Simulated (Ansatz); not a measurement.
The Ansatz input:

```
crystal:
  lattice:
    - [0.0, 3.506682, 3.506682]
    - [3.506682, 0.0, 3.506682]
    - [3.506682, 3.506682, 0.0]
  atoms:
    - { symbol: Sr, position: [0.0, 0.0, 0.0] }
    - { symbol: Cl, position: [0.25, 0.25, 0.25] }
    - { symbol: Cl, position: [0.75, 0.75, 0.75] }
  symmetry: { tolerance: 0.0003 }
kpoints:
  mp_grid: { grid: [6, 6, 6], shift: [0, 0, 0] }
  band_path:
    path:
      - [0.0, 0.0, 0.0]
      - [0.5, 0.0, 0.5]
      - [0.625, 0.25, 0.625]
      - [0.375, 0.375, 0.75]
      - [0.0, 0.0, 0.0]
      - [0.5, 0.5, 0.5]
      - [0.5, 0.25, 0.75]
      - [0.5, 0.0, 0.5]
    npoints: 8
magnetization:
  spin_polarized: false
scf:
  occupations: { method: fermi_dirac }
  lower_state_search: "off"
  max_iter: 200
hamiltonian:
  pseudopotentials: { kind: paw }
  xc: pbe
basis:
  ecutwfc: 420
  fft_grid_basis: typed
output:
  forces: true
  stress: true
  eigenvalues: true
  bader: true
  populations: true
  elf: true
  write_potential: true
  volumetric_format: npy
  dos:
    e_range: [-12, 8]
    de: 0.05
    projected: { site_lists: { Cl: [Cl], Sr: [Sr] } }
checkpoint:
  read: saved_state
```

Predict the main features of the band structure and density of states. The path is Γ–X–U–K–Γ–L–W–X.

The material is gapped. The gap along this path is 5.28 eV and indirect, from the valence-band top at X to the conduction-band bottom at Γ; the smallest direct gap is 5.51 eV, at X. The top valence level at X is a single band, not degenerate (spin aside). The top valence band spans 1.0 eV and the lowest conduction band 1.4 eV. The direct gaps are 6.06 eV at U, 7.73 eV at L and 6.06 eV at K.

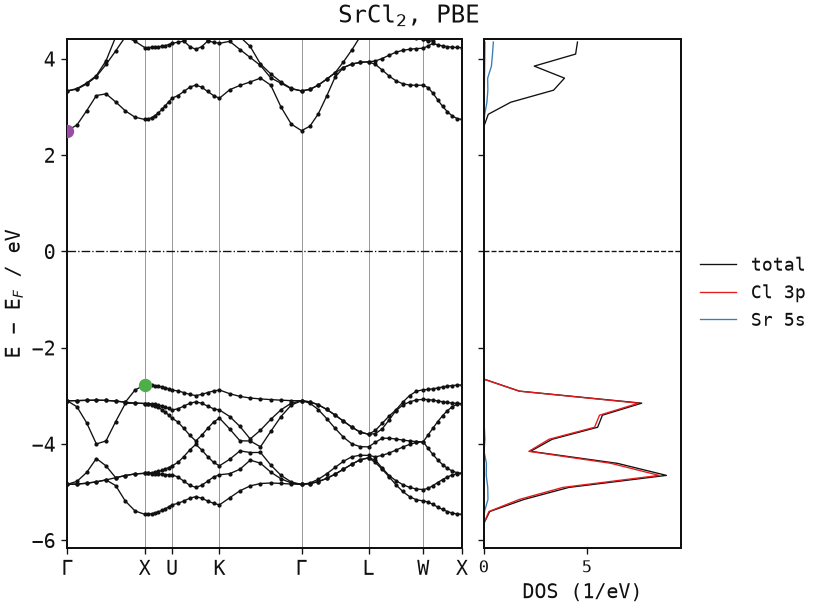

Band structure and density of states. Energies are counted from the Fermi level. The path runs straight from each named point to the next. The partial curves are projected on Löwdin-orthogonalised atomic shells; they sum to less than the total at higher energies, where shells without a projector contribute.
